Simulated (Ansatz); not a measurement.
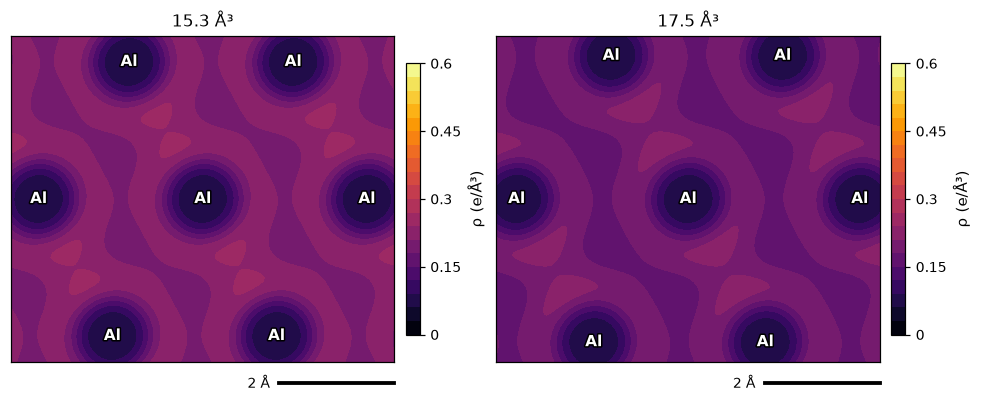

Al. The valence charge density (pseudo) of cells scaled evenly to different volumes (given per atom above each panel), on the (101̄) plane of each (indices in the axes of the cell below), at one length scale and on one colour scale.

A structure from a database of computed crystals, not necessarily the ambient phase; computed without spin polarisation.

These are results of DFT LDA, scalar-relativistic, plane waves, PAW (Ansatz), not measurements.

Core electrons are frozen (PAW), and the valence fields are smoothed inside the atomic spheres.

The largest cell:

```
Al
1.0
    -1.40887    1.40887    2.20601
     1.40887   -1.40887    2.20601
     1.40887    1.40887   -2.20601
Al
1
Direct
  0.00000 0.00000 0.00000
```

| volume (Å³/atom) | Al–Al contact in the plane (Å) | ρ at its midpoint (e/Å³) | pressure (GPa) | 
| --- | --- | --- | --- |
| 15.35 | 2.697 | 0.239 | 3.5 | 
| 16.65 | 2.771 | ? | ? | 
| 17.51 | 2.818 | 0.207 | −6.2 | 

**What values belong in the row with question marks?**

Over the known rows ln ρ falls by 1.19 per Å of Al–Al distance (the line through the two), which gives 0.219 e/Å³ at 2.771 Å; the calculation gives 0.219 e/Å³. For the pressure, a straight line in volume between the neighbouring rows gives −2.3 GPa; the calculation gives −3.2, lower because pressure rises ever faster on compression.
